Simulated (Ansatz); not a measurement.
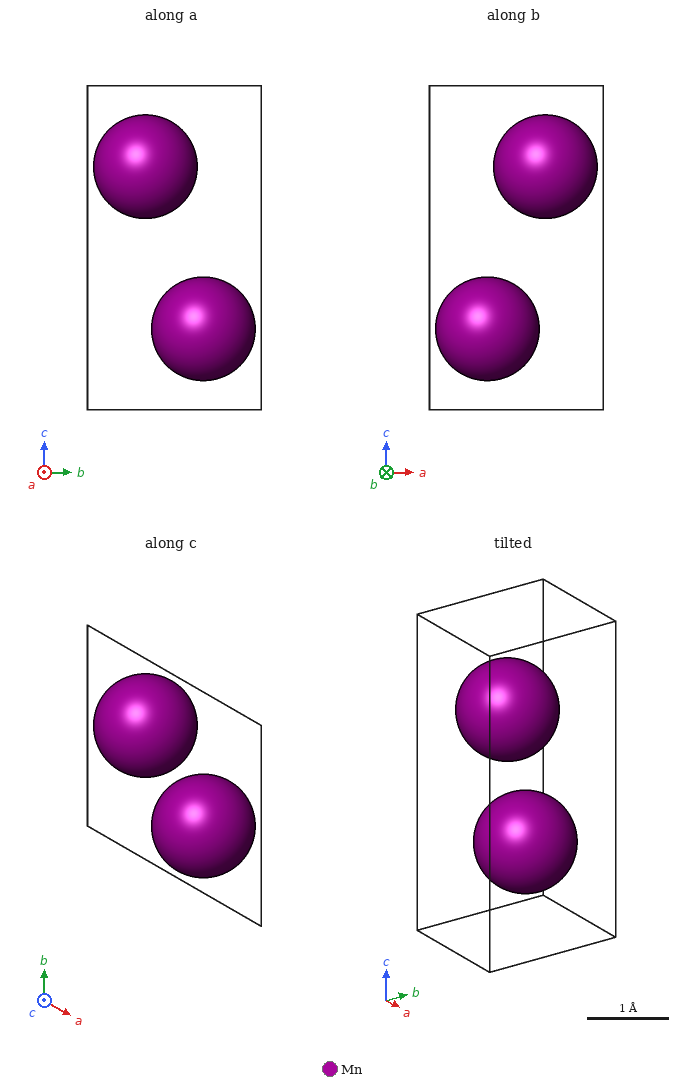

A spheres-only picture of a crystal structure, seen along the a axis, along the b axis, along the c axis and slightly off an axis. The conventional unit cell is drawn as a box.

Lattice parameters: a = 2.494 Å, b = 2.494 Å, c = 4.027 Å, α = 90.00°, β = 90.00°, γ = 120.00°.

Q: Give the structure in the form of a table of Wyckoff sites.

A: Space group P6_3/mmc (No. 194).
```
atom  site       x       y       z
  Mn    2c  0.3333  0.6667  0.2500
```

Its origin is a structure type filled with this element by a generator (whether the element takes this form wasn't checked). Earlier steps of the study may have refined or changed the cell and positions. It was run through Ansatz as a DFT input.

At this level of theory the cell isn't at rest (stretched, at -22 GPa), so its distances can differ from those at equilibrium, the more so the softer the solid.
